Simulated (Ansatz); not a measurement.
**ZnCu3: geometry relaxation (part 2 of 2)**

The same run, continued: ZnCu3 (P-6m2, 4 atoms in the cell); DFT PBEsol, scalar-relativistic, plane waves, PAW, no spin polarisation (Ansatz 0.2.0); cutoff 420 eV, 18×18×6 k-mesh, Gaussian smearing of 0.1 eV. The structure derives from a Materials Project entry.

Geometry of the input (Å; fractional positions):
```
2.5615  0.0000  0.0000
-1.2807  2.2183  0.0000
0.0000  0.0000  8.3976
Zn 0.6667  0.3333  0.0000
Cu 0.6667  0.3333  0.5000
Cu 0.3333  0.6667  0.2541
Cu 0.3333  0.6667  0.7459
```

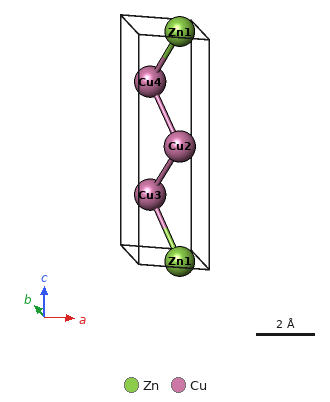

Fig. 1: The geometry at step 2 of the log (ball-and-stick view of the cell of the calculation, seen slightly off an axis; atoms are numbered from 1 in the order of the input).

The program's output, continued
```
relax step   3: F+E_penalty+E_count = -23047.33560279 eV  Δ(F+E_penalty+E_count) = -2.143e-3 eV  max|allowed force component| = 4.788e-3 eV/Å  Δτ_max = 0.0027 Å  P = +0.099 GPa  Ω = 47.219 Å³  energy of the carried Pulay correction = +3.650e-4 eV  (6 SCF iters, dr2 threshold 4.00e-7 eV, accepted)
Crystal: 4 atoms, lattice volume = 47.247 Å³
iter 1 solved again at ethr=3.13e-8 eV; its pass at ethr=3.10e-3 eV (dr2=2.16e-5 eV) is discarded
SCF iter   1: F=—  HF=-23047.335604 eV  |F-HF|=—  |Δ(HF+E_count)|=         —  Δρ=2.44e-4  dr2=2.07e-5  ethr=3.13e-8  ⟨swp⟩=2.0  Hψ=25150  notcnv=0
preconditioner: auto → Kerker (q_TF=auto, 2.906 Å⁻¹)  [metal: Δε(μ)=0.034 eV  Ē_g=11.484 eV  σ=0.100 eV  W_gap=0.19  n_scr=12 (ndim 8)  ℏωp=36.2 eV  f_vac=0.000  D(μ)=0.92/eV (n_scr^D=4)]
SCF iter   2: F=—  HF=-23047.335595 eV  |F-HF|=—  |Δ(HF+E_count)|=   9.20e-6  Δρ=6.74e-5  dr2=2.01e-6  ethr=2.99e-8  ⟨swp⟩=2.5  Hψ=8248  notcnv=0
SCF iter   3: F=—  HF=-23047.335594 eV  |F-HF|=—  |Δ(HF+E_count)|=   5.97e-7  Δρ=3.61e-5  dr2=7.03e-7  ethr=2.92e-9  ⟨swp⟩=2.2  Hψ=9435  notcnv=0
SCF iter   4: F=—  HF=-23047.335594 eV  |F-HF|=—  |Δ(HF+E_count)|=   7.19e-8  Δρ=8.77e-6  dr2=3.06e-8  ethr=1.02e-9  ⟨swp⟩=2.1  Hψ=8131  notcnv=0
iter 5 did not close the SCF: its close was put off for the readings that it lacked (scf_convergence_deferred on its scf_iter line)
SCF iter   5: F=-23047.335594 eV  HF=-23047.335594 eV  |F-HF|=2.77e-8  |Δ(HF+E_count)|=   2.41e-8  Δρ=6.32e-6  dr2=1.33e-8  ethr=4.43e-11  ⟨swp⟩=2.0  Hψ=10029  notcnv=0
SCF iter   6: F=-23047.335594 eV  HF=-23047.335594 eV  |F-HF|=4.62e-10  |Δ(HF+E_count)|=   7.51e-9  Δρ=1.10e-6  dr2=1.08e-9  ethr=1.92e-11  ⟨swp⟩=5.5  Hψ=36263  notcnv=0
SCF 4 converged in 6 iterations: F = -23047.335594 eV  dr2 = 1.08e-9
relax step   4: F+E_penalty+E_count = -23047.33559418 eV  Δ(F+E_penalty+E_count) = +8.609e-6 eV  max|allowed force component| = 6.178e-4 eV/Å  Δτ_max = 0.0005 Å  P = +0.009 GPa  Ω = 47.247 Å³  energy of the carried Pulay correction = +3.445e-4 eV  (6 SCF iters, dr2 threshold 2.48e-8 eV, accepted)
Initial wavefunctions: pseudopotential atomic-orbital guess (no wavefunctions were taken with the density)
iter 1 solved again at ethr=5.91e-8 eV; its pass at ethr=3.10e-3 eV (dr2=4.08e-5 eV) is discarded
SCF iter   1: F=—  HF=-23047.335216 eV  |F-HF|=—  |Δ(HF+E_count)|=         —  Δρ=3.33e-5  dr2=8.24e-8  ethr=5.91e-8  ⟨swp⟩=3.1  Hψ=39413  notcnv=0
preconditioner: auto → Kerker (q_TF=auto, 2.906 Å⁻¹)  [metal: Δε(μ)=0.034 eV  Ē_g=11.483 eV  σ=0.100 eV  W_gap=0.19  n_scr=12 (ndim 8)  ℏωp=36.2 eV  f_vac=0.000  D(μ)=0.92/eV (n_scr^D=4)]
SCF iter   2: F=—  HF=-23047.335225 eV  |F-HF|=—  |Δ(HF+E_count)|=   9.51e-6  Δρ=2.53e-5  dr2=1.21e-7  ethr=1.19e-10  ⟨swp⟩=2.1  Hψ=11520  notcnv=0
SCF iter   3: F=—  HF=-23047.335225 eV  |F-HF|=—  |Δ(HF+E_count)|=   5.02e-9  Δρ=8.49e-6  dr2=1.31e-8  ethr=1.19e-10  ⟨swp⟩=2.0  Hψ=6998  notcnv=0
SCF iter   4: F=—  HF=-23047.335225 eV  |F-HF|=—  |Δ(HF+E_count)|=   5.10e-9  Δρ=2.05e-6  dr2=2.67e-9  ethr=1.90e-11  ⟨swp⟩=2.0  Hψ=9523  notcnv=0
SCF iter   5: F=—  HF=-23047.335225 eV  |F-HF|=—  |Δ(HF+E_count)|=  2.55e-10  Δρ=7.05e-7  dr2=4.09e-10  ethr=3.87e-12  ⟨swp⟩=2.6  Hψ=9663  notcnv=0
SCF iter   6: F=—  HF=-23047.335225 eV  |F-HF|=—  |Δ(HF+E_count)|=  1.46e-11  Δρ=5.83e-7  dr2=3.16e-10  ethr=1.00e-12  ⟨swp⟩=2.0  Hψ=9487  notcnv=0
SCF iter   7: F=—  HF=-23047.335225 eV  |F-HF|=—  |Δ(HF+E_count)|=  3.64e-11  Δρ=1.87e-7  dr2=7.27e-11  ethr=1.00e-12  ⟨swp⟩=1.0  Hψ=6216  notcnv=0
SCF iter   8: F=-23047.335225 eV  HF=-23047.335225 eV  |F-HF|=1.09e-11  |Δ(HF+E_count)|=  3.64e-12  Δρ=7.62e-8  dr2=3.12e-12  ethr=1.00e-12  ⟨swp⟩=5.2  Hψ=27005  notcnv=0
SCF 5 converged in 8 iterations: F = -23047.335225 eV  dr2 = 3.12e-12
relax step   5: F+E_penalty+E_count = -23047.33522534 eV  Δ(F+E_penalty+E_count) = +3.688e-4 eV  max|allowed force component| = 5.599e-4 eV/Å  Δτ_max = 0.0000 Å  P = +0.014 GPa  Ω = 47.247 Å³  stress off target by 1.42e-2 GPa  SCF on the basis re-selected at this cell (its energy is not comparable with the rows above)  (8 SCF iters)
basis re-selected at this cell: Δ(F+E_penalty+E_count) = +3.688e-4 eV, ΔP = +0.005 GPa vs the last step (what re-selecting the basis moved, of the pressure what is left beyond the Pulay correction that the steps carried, after the strain that the cell walked since its last selection, with what the two solves' SCF thresholds leave and, on support functions, any second-order correction that the steps lacked; it is no measure of the basis error at this ecutwfc). This SCF's stress stands 1.42e-2 GPa from its target on what of the cell is left free (relax.cell.stress_tol is 5.00e-2 GPa) and its largest allowed force component is 5.60e-4 eV/Å (relax.f_tol is 5.00e-3 eV/Å): within both
SCF converged after 8 iterations
Free energy (F): -23047.335225 eV
Harris-Foulkes:  -23047.335225 eV  (|F-HF|=1.09e-11)
Internal energy: -23047.330638 eV  (E = F + TS)
E sigma→0 (E₀):  -23047.332932 eV
Entropy (-TS):   -0.004587 eV (-1.147 meV/atom)
Fermi energy:    16.171559 eV
--- Per-component energies (eV) ---
  E_band       = -1005.254412
  E_kinetic    = 1034.018875
  E_local      = -14484.014836  (includes V_loc(G=0)·N_el)
  E_nonlocal   = 1784.717746
  E_hartree    = 6398.884759
  E_xc         = -405.363469
  E_vxc        = -402.063373  (∫ρ·V_xc dr)
  E_paw        = -6664.801962  (= ΣΔE_a)
  E_vpaw       = -1735.682618  (= ΣTr[D̂ρ^β])
  E_aug_tail   = 0.000396  (compensation charges beyond the density's cutoff)
  E_ewald      = -10712.188109
  E_core_change = 1.415961  (= ΣΔE_core)
  E_smearing   = -0.004587  (= −TS)
  E_closure    = -0.000000  (closes the sum)
  Σ components = -23047.335225   (vs F -23047.335225, Δ=0.00e0)
--- Forces (eV/Å), atoms counted from 1 ---
  atom   1  Zn     0.00000000     0.00000000     0.00000000
  atom   2  Cu     0.00000000    -0.00000000     0.00000000
  atom   3  Cu    -0.00000000    -0.00000000    -0.00055994
  atom   4  Cu    -0.00000000    -0.00000000     0.00055994
  max |Σ_I F_I| component: 3.24e-17 eV/Å
--- Stress (GPa, compression-positive) ---
        0.013696      -0.000000      -0.000000
       -0.000000       0.013696       0.000000
       -0.000000       0.000000       0.014166
  P = ⅓ Tr σ = 0.0139 GPa (0.139 kbar)
--- Band table (eV; the first three rows and the last of 148) ---
  k-point 0: bands = ["-96.2651", "-96.2650", "-96.0241", "-53.8260", "-53.8184", "-53.7299", "-53.7299", "-53.7297", "-53.7297", "-53.5592", "-53.4943", "-53.4943", "5.5843", "7.4709", "8.3975", "8.3975", "8.4630", "8.7098", "9.0040", "9.0040", "11.3044", "12.5879", "13.0756", "13.0756", "13.1019", "13.1117", "13.1117", "13.2904", "13.2904", "13.7313", "13.7313", "14.0319", "14.0319", "14.3833", "14.3833", "14.5368", "18.9496", "27.9548", "27.9975", "36.0416", "36.0416", "36.3750"]
  k-point 1: bands = ["-96.2651", "-96.2650", "-96.0241", "-53.8260", "-53.8184", "-53.7299", "-53.7299", "-53.7297", "-53.7297", "-53.5592", "-53.4943", "-53.4943", "5.6162", "7.3978", "8.1004", "8.3975", "8.3975", "9.0040", "9.0040", "9.2455", "11.2580", "12.6050", "13.0723", "13.0723", "13.1031", "13.1169", "13.1169", "13.2897", "13.2897", "13.7281", "13.7281", "14.0334", "14.0334", "14.2210", "14.3838", "14.3838", "19.4426", "25.9811", "30.0690", "36.0655", "36.0655", "36.3685"]
  k-point 2: bands = ["-96.2651", "-96.2650", "-96.0241", "-53.8260", "-53.8184", "-53.7299", "-53.7299", "-53.7297", "-53.7297", "-53.5592", "-53.4943", "-53.4943", "5.6885", "7.2046", "7.8964", "8.3975", "8.3975", "9.0039", "9.0039", "9.9250", "11.0920", "12.6630", "13.0674", "13.0674", "13.1129", "13.1257", "13.1257", "13.2883", "13.2883", "13.6219", "13.7216", "13.7216", "14.0365", "14.0365", "14.3847", "14.3847", "20.6026", "24.1298", "32.2326", "36.1174", "36.1174", "36.3549"]
  k-point 147: bands = ["-96.2551", "-96.2551", "-96.0144", "-53.8102", "-53.8076", "-53.7886", "-53.7862", "-53.7857", "-53.7854", "-53.5533", "-53.5495", "-53.5480", "8.2951", "8.3050", "8.3052", "8.3749", "8.6833", "12.0131", "12.0152", "12.2666", "12.3567", "12.4142", "12.6605", "12.7060", "12.7166", "12.7758", "13.0232", "13.7085", "13.9113", "14.0516", "14.0913", "14.4455", "17.5291", "18.0450", "18.2858", "19.3408", "19.5485", "19.6415", "22.9989", "23.1231", "23.1809", "23.7663"]
--- Relaxed structure (4 steps of the walk, 4 accepted, 1 SCFs on fresh bases) ---
  F+E_penalty+E_count = -23047.33522534 eV   max|allowed force component| = 5.599e-4 eV/Å   (the final SCF, on the basis selected at the relaxed cell)
  cell:  # Å, volume = 47.2468 Å³
    - [2.5652645701865633, 2.90157197948591e-33, 0.0]
    - [-1.2826322850932816, 2.221584285209733, 0.0]
    - [0.0, 0.0, 8.29044519178174]
  atoms:
    - { symbol: Zn, position: [0.6666666666666666, 0.33333333333333337, 3.227719553796991e-21] }
    - { symbol: Cu, position: [0.6666666666666666, 0.33333333333333337, 0.5] }
    - { symbol: Cu, position: [0.3333333333333333, 0.6666666666666666, 0.25457372091129393] }
    - { symbol: Cu, position: [0.3333333333333333, 0.6666666666666666, 0.7454262790887062] }
```

Trajectory as extended XYZ (Å, eV, eV/Å), 5 frames, from step=1 to step=5
```
4
Lattice="2.5615 0.0000 0.0000 -1.2807 2.2183 0.0000 0.0000 0.0000 8.3976" Properties=species:S:1:pos:R:3:forces:R:3 step=1 energy=-23047.32917 pressure_GPa=-1.45
Zn    1.2807    0.7394    0.0000    0.0000   0.0000   0.0000
Cu    1.2807    0.7394    4.1988    0.0000   0.0000   0.0000
Cu    0.0000    1.4789    2.1336    0.0000   0.0000   0.0588
Cu    0.0000    1.4789    6.2640    0.0000   0.0000  -0.0588
4
Lattice="2.5616 0.0000 0.0000 -1.2808 2.2184 0.0000 0.0000 0.0000 8.3525" Properties=species:S:1:pos:R:3:forces:R:3 step=2 energy=-23047.33346 pressure_GPa=-0.69
Zn    1.2808    0.7395    0.0000    0.0000   0.0000   0.0000
Cu    1.2808    0.7395    4.1763    0.0000   0.0000   0.0000
Cu    0.0000    1.4789    2.1241    0.0000   0.0000   0.0328
Cu    0.0000    1.4789    6.2284    0.0000   0.0000  -0.0328
4
Lattice="2.5648 0.0000 0.0000 -1.2824 2.2212 0.0000 0.0000 0.0000 8.2887" Properties=species:S:1:pos:R:3:forces:R:3 step=3 energy=-23047.33560 pressure_GPa=0.10
Zn    1.2824    0.7404    0.0000    0.0000   0.0000   0.0000
Cu    1.2824    0.7404    4.1443    0.0000   0.0000   0.0000
Cu    0.0000    1.4808    2.1105    0.0000   0.0000  -0.0048
Cu    0.0000    1.4808    6.1781    0.0000   0.0000   0.0048
4
Lattice="2.5653 0.0000 0.0000 -1.2826 2.2216 0.0000 0.0000 0.0000 8.2904" Properties=species:S:1:pos:R:3:forces:R:3 step=4 energy=-23047.33559 pressure_GPa=0.01
Zn    1.2826    0.7405    0.0000    0.0000   0.0000   0.0000
Cu    1.2826    0.7405    4.1452    0.0000   0.0000   0.0000
Cu    0.0000    1.4811    2.1105    0.0000   0.0000  -0.0006
Cu    0.0000    1.4811    6.1799    0.0000   0.0000   0.0006
4
Lattice="2.5653 0.0000 0.0000 -1.2826 2.2216 0.0000 0.0000 0.0000 8.2904" Properties=species:S:1:pos:R:3:forces:R:3 step=5 energy=-23047.33522 pressure_GPa=0.01
Zn    1.2826    0.7405    0.0000    0.0000   0.0000   0.0000
Cu    1.2826    0.7405    4.1452    0.0000   0.0000   0.0000
Cu    0.0000    1.4811    2.1105    0.0000   0.0000  -0.0006
Cu    0.0000    1.4811    6.1799    0.0000   0.0000   0.0006
```

Results in brief

| quantity | value |
| --- | --- |
| outcome | converged |
| space group (tolerance 0.01 Å) | P-6m2 (187) |
| electrons treated | 69 |
| free energy | −23047.3352 eV |
| Fermi energy | 16.172 eV |
| gap on the k-point mesh | none (metallic) |
| pressure | 0.01 GPa |
| final volume | 47.25 Å³ |
| largest force (length of the vector) at the end | 0.001 eV/Å |
| final cell | a = 2.565 Å, b = 2.565 Å, c = 8.290 Å, α = 90.00°, β = 90.00°, γ = 120.00° |
| hardware | 2 threads of Arm Neoverse V1, 24 GiB of memory available, shared host |
| wall time | 84 s (CPU time 2.8 min) |
| peak memory | 0.5 GiB |
